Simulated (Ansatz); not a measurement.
```cif
data_structure
_symmetry_space_group_name_H-M 'P 1'
_symmetry_Int_Tables_number 1
_cell_length_a 2.5175
_cell_length_b 2.5175
_cell_length_c 3.4178
_cell_angle_alpha 90.000
_cell_angle_beta 90.000
_cell_angle_gamma 90.000
_cell_volume 21.66
loop_
_atom_site_label
_atom_site_type_symbol
_atom_site_fract_x
_atom_site_fract_y
_atom_site_fract_z
_atom_site_occupancy
C1 C 0.00000 0.00000 0.00000 1
C2 C 0.50000 0.50000 0.50000 1
C3 C 0.00000 0.50000 0.25000 1
C4 C 0.50000 0.00000 0.75000 1
```

Space group I4₁/amd; started from the diamond prototype, which need not be the ambient phase; changed on purpose from its base cell (uniaxial z strain -4.0%); computed pressure about 14 GPa in this cell.

All numbers below come from DFT, HSE06, plane waves, PAW (Ansatz).

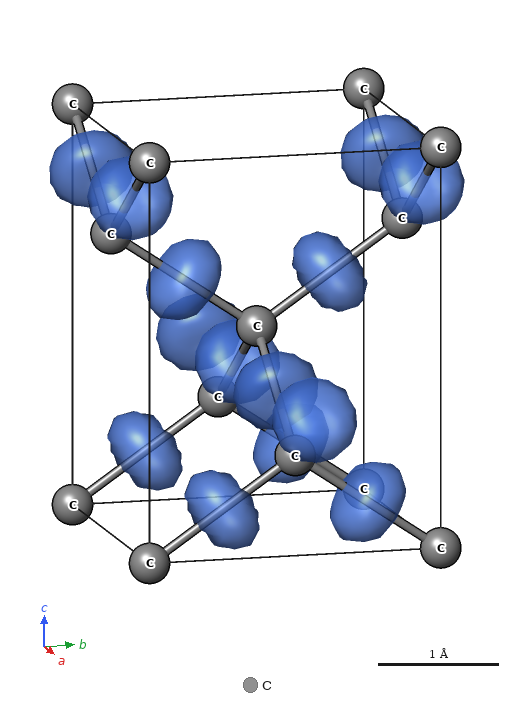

C. Isosurface of the ELF at 0.85 (blue), seen slightly off an axis. Core shells and regions of very low density are left out. Sticks mark near contacts.

Question: Describe the localisation domains.

Answer: At this value the surface marks out eight regions between bonded C–C atoms (shared pairs), counted in one cell of 4 atoms. Any copies at cell faces, edges or corners count once. Along the contacts the grid gives the following. C–C (1.52 Å): the ELF peaks at about 0.95 between the atoms (a covalent bond).

Question: Does the calculation give a band gap?

Answer: It is gapped, with a Kohn–Sham gap of 4.3 eV on the k-point mesh (the band edges may lie off the mesh, which would make the gap smaller).
